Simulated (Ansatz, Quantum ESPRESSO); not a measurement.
# 1T-PbI2, 1 layer: the energy at a withheld member of a series

**Set-up.** Quantum ESPRESSO 7.5, PBE, GBRV ultrasoft. Cell and atoms are first relaxed; each strained cell is then held and the atoms relax in it. A periodic run with 15 Å of vacuum in the starting cell gives the vacuum levels, and bands follow along a path. The bands are repeated with spin-orbit coupling and fully relativistic files. The series steps biaxial strain. Energies count from the lowest.

| biaxial strain | energy (eV) |
| --- | --- |
| -4 % | 0.0378 |
| -3 % | 0.0212 |
| -1 % | 0.0025 |
| 0 % | 0.0000 |
| 1 % | 0.0018 |
| 2 % | 0.0075 |
| 3 % | 0.0171 |
| 4 % | 0.0303 |

One more run was made and is withheld. What is the energy at −2 %?

**Fit.** The rows at -3 % and -1 % give a slope of (0.0025 − (0.0212))/(−1 − (−3)) = −0.00935, so a straight line gives 0.0118 eV. A parabola through these and the row at -4 % gives 0.0094 eV.

**Check.** 0.0095 eV. The line misses by +0.0023 and the parabola by −0.0001 eV. The parabola does better.

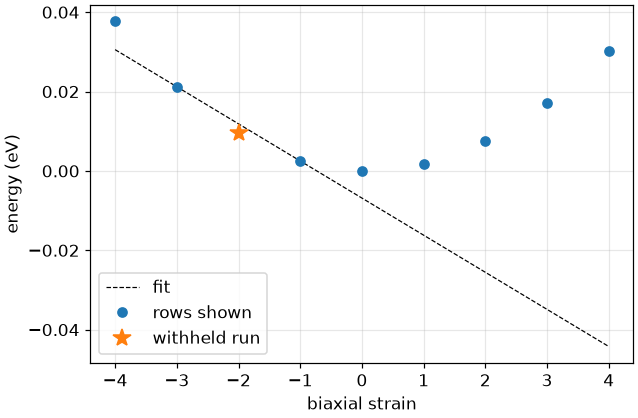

The rows shown, the fit and the withheld run.

Caveats: Semilocal gaps are too small; the 1×1 cell can't ripple over many cells under compression as a free sheet would. These values are without spin-orbit coupling.
